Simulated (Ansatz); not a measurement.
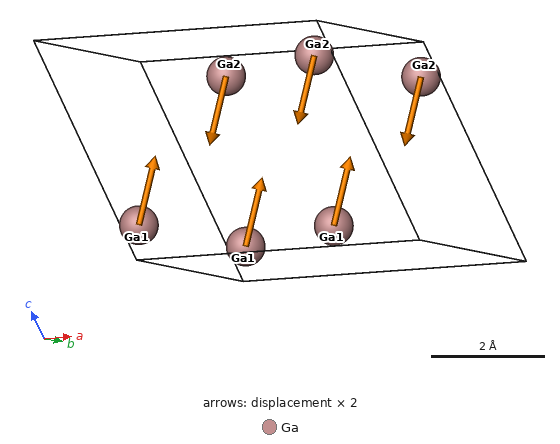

A relaxation of crystalline Ga (built on the O_12 type) (coarse preliminary run). The starting structure is drawn; orange arrows show the displacements (the part carried along by the change of the cell is left out), 2 times their true length.

A ball-and-stick model of the conventional cell (2 times the calculation's cell), seen from a free direction. Lengths and directions refer to the drawn axes.

Case: O type (C2/m, No. 12).

Level of theory: DFT PBE, scalar-relativistic, plane waves, PAW (Ansatz 0.2.0).

Input file:
```yaml
crystal:
  lattice:
    - [2.9358238797, -1.8632130452, 0.0]
    - [2.9358238797, 1.8632130452, 0.0]
    - [-2.1354301556, 0.0, 4.0730847836]
  atoms:
    - { symbol: Ga, position: [0.064, 0.064, 0.153] }
    - { symbol: Ga, position: [0.936, 0.936, 0.847] }
basis:
  ecutwfc: 420
kpoints:
  mp_grid: { grid: [6, 6, 4] }
hamiltonian:
  xc: pbe
scf:
  occupations: { method: gaussian, width: 0.1 }
  lower_state_search: "off"
output:
  forces: true
  stress: true
  eigenvalues: true
relax:
  adjacent_minimum: "off"
  f_tol: 0.04
  max_steps: 70
  cell: { stress_tol: 0.4 }
```

### What happened in the run?

The largest moves relative to the cell, 0.64 Å, are those of Ga1 and Ga2. Ga2 goes along [−2 0 −3]. Cell: a 5.872 → 4.350 Å (−25.9 %), b 3.726 → 4.110 Å (+10.3 %), c 4.599 → 4.887 Å (+6.3 %), β 117.7° → 114.2°. Volume −10.6 %. Some distances before and after: Ga1–Ga2 4.607 → 2.812 Å, Ga1–Ga2 (another image) 1.250 → 2.626 Å, Ga1–Ga2 (another image) 3.603 → 2.886 Å, Ga1–Ga2 (another image) 3.458 → 2.759 Å. New bonds form: Ga1–Ga2 (3.46 → 2.76 Å), Ga1–Ga2 (3.60 → 2.89 Å), Ga1–Ga2 (4.61 → 2.81 Å). The space group stays C2/m (No. 12). The energy falls by 34.222 eV per cell of the calculation in 23 accepted moves (30 points after the start). The largest force component goes from 130 to 0.01 eV/Å. The pressure goes from 190.24 to −0.20 GPa. The line search rejected the trial steps at points 11, 14, 17, 20, 27 of the run. At 2 points the geometry stayed and the basis and grid were re-selected for the new cell (energy shift of 5.6 meV per cell of the calculation at most each time). The run took of the order of 90 core-seconds on a shared host.
